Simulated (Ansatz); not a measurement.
System: PbS, space group Fm-3m (No. 225).

Starting cell:
```
CELL_PARAMETERS angstrom
0.00000 2.96500 2.96500
2.96500 0.00000 2.96500
2.96500 2.96500 0.00000
ATOMIC_POSITIONS crystal
Pb 0.00000 0.00000 0.00000
S 0.50000 0.50000 0.50000
```

Computed with Ansatz 0.2.0: all atoms of one element of a crystal moved along a line, all else fixed, by plane-wave density functional theory with PAW datasets, free energies less that of the undisturbed cell, pressure positive in compression; scalar-relativistic. Level: PBE, no spin polarisation.

- wave cutoff: 420 eV
- k mesh: 10×10×10
- occupations: Gaussian
- smearing width: 0.03 eV
- k shift: (0, 0, 0) (mesh steps)
- start: as given
- moved element: S
- direction: (0, 0, 1) (Cartesian unit vector)

The points at displacement −0.375, −0.125, 0.25 and 0.5 follow from computed ones by symmetry.

Describe the result: the energy change, force along the direction (sum over moved atoms), pressure and gap on the k mesh against displacement. The displacement takes the values −0.5000, −0.3750, −0.2500, −0.1250, 0.0000, 0.0625, 0.1250, 0.1875, 0.2500, 0.3125, 0.3750, 0.4375, 0.5000 Å.

The energy rises on both sides of the starting structure, which is therefore a minimum along this path. The energy change is 0.2650 eV/cell at displacement −0.5000 Å and 0.2650 eV/cell at 0.5000 Å; the lowest computed point is at displacement 0.0000 Å (0.0000 eV/cell), and no other minimum shows. The force along the direction (sum over moved atoms) falls from 1.81 eV/Å at displacement −0.5000 Å to −1.81 eV/Å at 0.5000 Å, and changes sign near 0.00 Å. The pressure goes from 7.035 GPa at displacement −0.5000 Å to 7.035 GPa at 0.5000 Å, not monotonically, with a low of 2.284 GPa at 0.0000 Å. The gap on the k mesh stays open and runs from 1.503 eV at displacement −0.5000 Å to 1.503 eV at 0.5000 Å, with its least value, 0.354 eV, at 0.0000 Å.

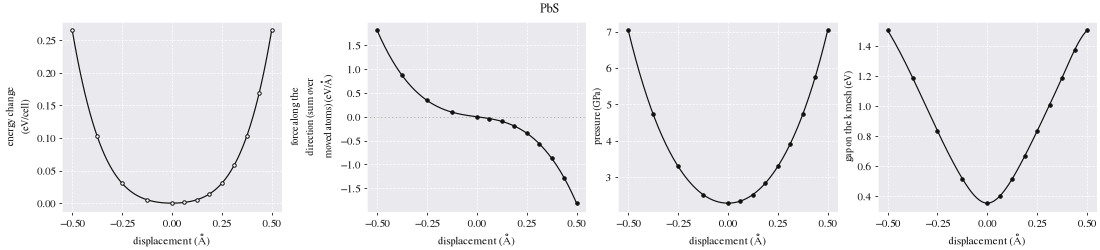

Limits of the calculation: reference crystal is not relaxed.
